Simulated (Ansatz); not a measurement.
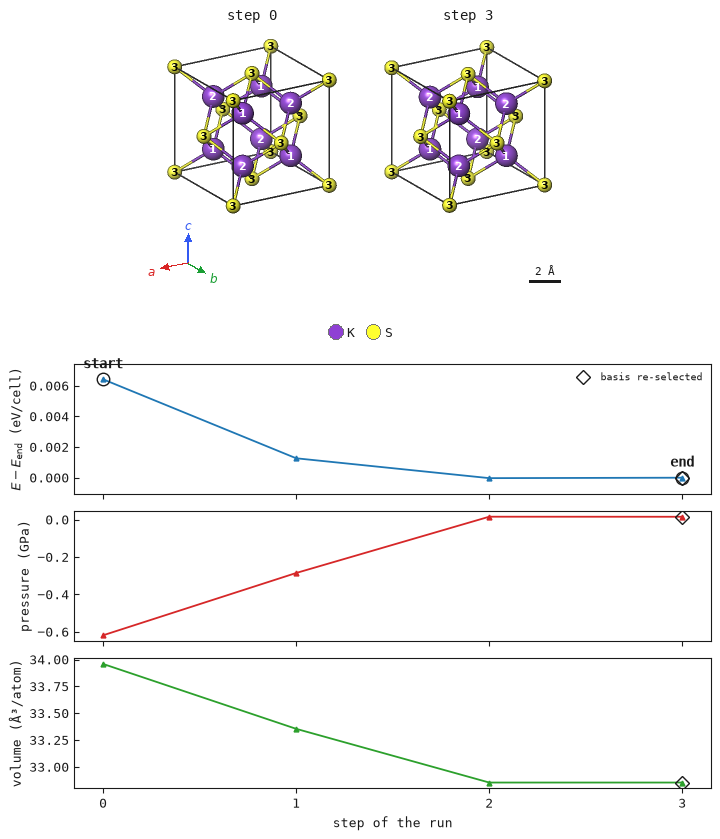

First and last geometry of a relaxation of crystalline K2S (set up in Fm-3m), with the history of the run. The picture is a ball-and-stick view of the conventional cell (4 times the calculation's cell), seen from a free direction. Lengths and directions refer to the drawn axes.

All numbers below come from DFT PBE+D3(BJ), scalar-relativistic, plane waves, PAW in Ansatz 0.2.0. Set-up: plane-wave cutoff 420 eV; k-point mesh 6 × 6 × 6; occupations gaussian; smearing width 0.02 eV; no spin polarisation; cell and atoms relaxed; force threshold 0.01 eV/Å; at most 80 steps.

Read the history and describe the run.

Answer. It converged. No atom moves by more than 0.005 Å relative to the cell. Cell: a = b = c 7.414 → 7.333 Å (−1.1 %). Volume −3.3 %. Near-neighbour distances that change, for instance: K1–S3 3.210 → 3.175 Å. The space group stays Fm-3m (No. 225). Over 2 accepted moves (3 points after the start) the energy falls by 6.4 meV per cell of the calculation. All forces vanish by symmetry, so only the cell relaxes. The pressure goes from −0.62 to 0.02 GPa. The SCF was repeated once at an unchanged geometry on a basis and grid sized afresh for the cell, which shifted the energy by less than 0.05 meV per cell of the calculation at most. Cost: 6.2 s on 1 thread of Arm Neoverse V2, on a shared host, peak memory 0.33 GiB.

```
step  E − E(0), meV/atom  pressure, GPa  volume, Å³/atom                      note
   0                0.00          -0.62           33.959                          
   1               -1.72          -0.29           33.355                          
   2               -2.15           0.02           32.855                          
   3               -2.14           0.02           32.855  same geometry, new basis
```
